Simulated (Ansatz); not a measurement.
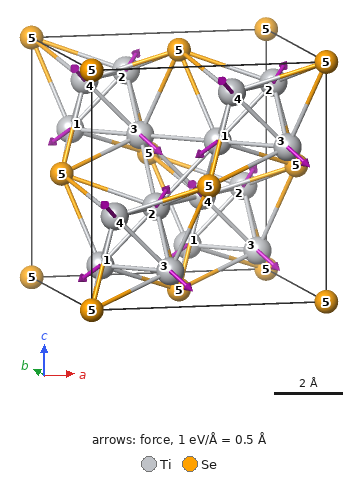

Starting geometry of solid Ti$_{4}$Se (a generated structure, set up in F-43m) (coarse preliminary run) with the computed forces as purple arrows. Style: ball-and-stick. Shown: the conventional cell (4 times the calculation's cell), slightly off an axis. Lengths and directions refer to the drawn axes.

Level of theory: DFT PBE, scalar-relativistic, plane waves, PAW in Ansatz 0.2.0.

The input:
```yaml
crystal:
  lattice:
    - [0.0, 3.58284296, 3.58284296]
    - [3.58284296, 0.0, 3.58284296]
    - [3.58284296, 3.58284296, 0.0]
  atoms:
    - { symbol: Ti, position: [0.63146488, 0.63146488, 0.63146488], spin: 1.0 }
    - { symbol: Ti, position: [0.63146488, 0.63146488, 0.10560537], spin: 1.0 }
    - { symbol: Ti, position: [0.63146488, 0.10560537, 0.63146488], spin: 1.0 }
    - { symbol: Ti, position: [0.10560537, 0.63146488, 0.63146488], spin: 1.0 }
    - { symbol: Se, position: [0.0, 0.0, 0.0] }
basis:
  ecutwfc: 420
kpoints:
  mp_grid: { grid: [4, 4, 4] }
hamiltonian:
  xc: pbe
scf:
  occupations: { method: gaussian, width: 0.1 }
  lower_state_search: "off"
output:
  forces: true
  stress: true
  eigenvalues: true
  populations: true
magnetization:
  spin_polarized: true
relax:
  adjacent_minimum: "off"
  f_tol: 0.04
  max_steps: 70
  cell: { stress_tol: 0.4 }
```

Run as
```bash
ansatz run input.yaml --threads 1 --pin off --max-ram 2560MiB --backend cpu --events-out ev --progress --plain --runs-dir out
```

**Is this structure relaxed? If not, where do the atoms go?**

It isn't relaxed: the largest force vector, on Ti atoms, is 1.91 eV/Å. The atoms end up moving mostly along the starting forces (cosine between the two patterns 1.00). The largest moves relative to the cell, 0.094 Å, are those of Ti1, Ti2, Ti3 and Ti4. Ti1 goes along [−1 1 −1]. Se stays in place. Cell: a = b = c 7.166 → 7.441 Å (+3.8 %). Volume +12.0 %. Some distances before and after: Ti1–Ti2 2.402 → 2.648 Å, Ti1–Se5 2.958 → 3.087 Å, Ti1–Ti2 (another image) 2.664 → 2.613 Å. The space group stays F-43m (No. 216). Over 3 accepted moves (4 points after the start) the energy falls by 123 meV per atom. The largest force component goes from 1.1 to 0.005 eV/Å. Pressure: 9.26 GPa at the start and 0.21 GPa at the end. The SCF was repeated once at an unchanged geometry on a basis and grid sized afresh for the cell, which shifted the energy by 0.3 meV per atom at most. The program noted that the starting moments weren't kept.
